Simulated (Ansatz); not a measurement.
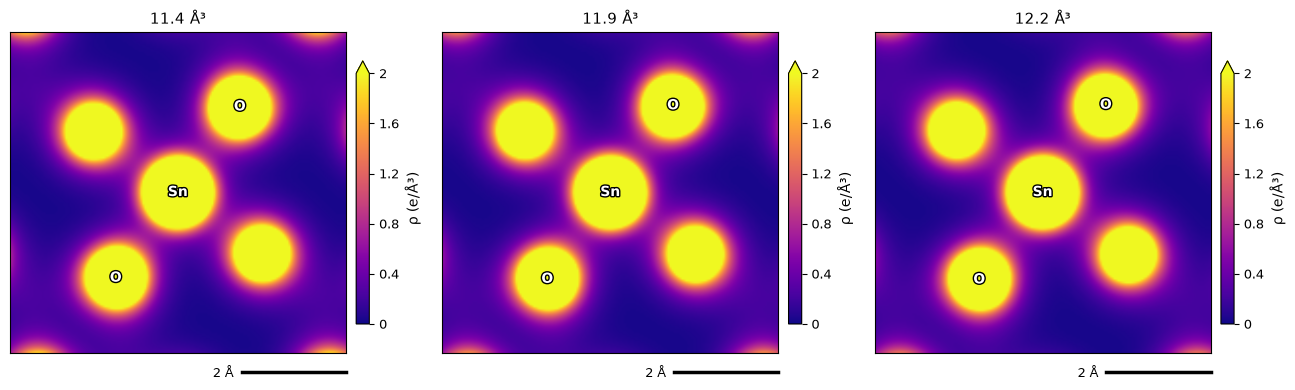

SnO$_{2}$. The valence electron density of cells scaled evenly to different volumes (given per atom above each panel), on the (111) plane of each (indices in the axes of the cell below), at one length scale and on one colour scale.

Computed with Kohn-Sham DFT of a periodic cell, PBE, Ansatz PAW in Ansatz.

The density is the valence pseudo-density of a PAW calculation; it isn't the true density close to the nuclei.

The largest cell:

```
Sn O
1.0
     4.76938    0.00000    0.00000
     0.00000    4.76938    0.00000
     0.00000    0.00000    3.20760
Sn O
2 4
Cartesian
  2.3847 2.3847 1.6038
  0.0000 0.0000 0.0000
  3.8494 0.9200 1.6038
  3.3047 3.3047 0.0000
  0.9200 3.8494 1.6038
  1.4647 1.4647 0.0000
```

| volume (Å³/atom) | Sn–O contact in the plane (Å) | ρ at its midpoint (e/Å³) | pressure (GPa) | gap on the mesh (eV) | 
| --- | --- | --- | --- | --- |
| 11.45 | 2.030 | 0.700 | 21.5 | 1.77 | 
| 11.68 | 2.044 | ? | ? | ? | 
| 11.92 | 2.058 | 0.661 | 11.1 | 1.28 | 
| 12.16 | 2.071 | 0.642 | 6.7 | 1.05 | 

Q: What values belong in the row with question marks?

A: Over the known rows ln ρ falls by 2.10 per Å of Sn–O distance (a least-squares line), which gives 0.680 e/Å³ at 2.044 Å; the calculation gives 0.680 e/Å³. For the pressure, a straight line in volume between the neighbouring rows gives 16.4 GPa; the calculation gives 16.0, lower because pressure rises ever faster on compression. For the gap on the mesh, a straight line in volume between the neighbouring rows gives 1.53 eV; the calculation gives 1.52.
